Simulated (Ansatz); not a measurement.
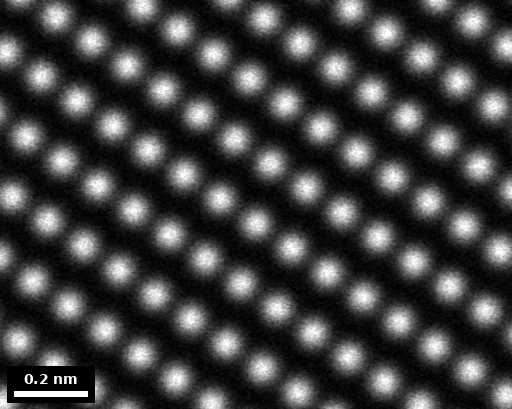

Dark-field STEM-like image of Co (I4_1/amd, No. 141). The image is simulated as a sum over atoms of Z^1.7, blurred by a 0.64 Å probe (no channelling). The probe carries 15 % of its weight in a tail 2.5 times as wide. Shot noise and a slight drift were added. Model: the geometry relaxed with DFT r2SCAN, scalar-relativistic, plane waves, PAW in Ansatz; the starting structure was generated, so it need not be a known form of this composition.

```
CELL_PARAMETERS angstrom
4.48202 0.00000 0.00000
0.00000 4.48202 0.00000
0.00000 0.00000 2.36761
ATOMIC_POSITIONS crystal
Co 0.00000 0.00000 0.00000
Co 0.00000 0.50000 0.25000
Co 0.50000 0.50000 0.50000
Co 0.50000 0.00000 0.75000
```

### Which beam direction gives this image, [112], [102], [111] or [110]? (Directions equivalent by symmetry count as one.)

[110]. The projected cells are 0.95 × 1.65 Å, 107° for [112]; 1.63 × 2.38 Å, 110° for [102]; 2.22 × 3.36 Å, 109° for [111]; 1.18 × 1.69 Å, 110° for [110], and the image repeats as the [110] one does.
